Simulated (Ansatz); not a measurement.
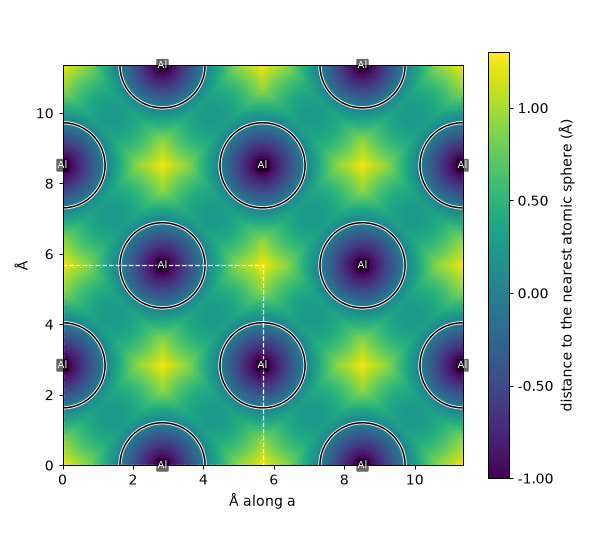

Map of the distance to the nearest atomic sphere in AlAs in space group F-43m, computed on the section z = 0.500 (parallel to a and b; the dashed line is one cell). The black line marks the spheres' surfaces; positive values are empty space; unlabelled circles belong to atoms above or below the section.

Hard-sphere model; covalent radii (Cordero): Al 1.21 Å, As 1.19 Å.

The cell is taken from a calculation's input that goes back to an entry of the Crystallography Open Database (an earlier step may have relaxed or displaced it).

```cif
data_structure
_symmetry_space_group_name_H-M 'F-43m'
_symmetry_Int_Tables_number 216
_cell_length_a 5.6779
_cell_length_b 5.6779
_cell_length_c 5.6779
_cell_angle_alpha 90.000
_cell_angle_beta 90.000
_cell_angle_gamma 90.000
_cell_volume 183.04
loop_
_atom_site_label
_atom_site_type_symbol
_atom_site_symmetry_multiplicity
_atom_site_Wyckoff_symbol
_atom_site_fract_x
_atom_site_fract_y
_atom_site_fract_z
_atom_site_occupancy
Al1 Al 4 a 0.00000 0.00000 0.00000 1
As1 As 4 d 0.25000 0.25000 0.75000 1
```

Question: Where is the largest hole in this section, and how large is it?

Answer: At 0.000, 0.000, 0.500 (fractional), where the distance reaches 1.27 Å; it is enclosed by 4 As (then 6 Al) in a tetrahedral arrangement. It is the largest hole of the crystal.

Question: How much of the crystal lies outside the spheres?

Answer: About 68 % of the cell's volume, and 71 % of this section's area.

Question: What can pass through?

Answer: The largest sphere that fits anywhere has a diameter of 2.54 Å; the largest that can travel through the crystal, about 2.2 Å.
